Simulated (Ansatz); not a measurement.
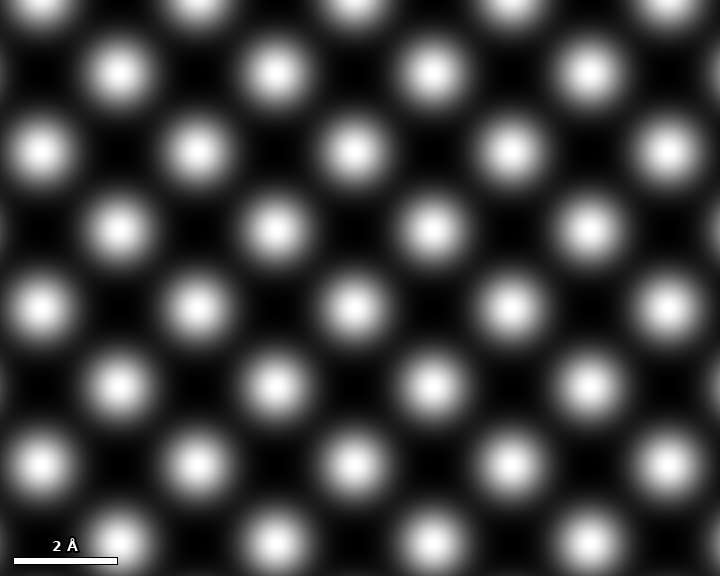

HAADF-like image of Al. The image is simulated as a sum over atoms of Z^1.7, blurred by a 1.07 Å probe (no channelling). The probe carries 25 % of its weight in a tail 2.5 times as wide.

**Give the net of the columns and its spacings.**

The pattern repeats on a square net with a repeat of 2.2 Å.

**What is the plane group of the image?**

p4mm: fourfold points with mirror lines through them along the axes and the diagonals.

**How many columns does the smallest repeating cell hold, and how many levels of brightness?**

1 column in the primitive cell of 4.6 Å², all of one brightness.

The crystal is Al (Fd-3m, No. 227) seen along [001]. Atomic positions: the input geometry of an electronic-structure calculation (not necessarily at equilibrium); the starting structure was generated, so it need not be a known form of this composition.
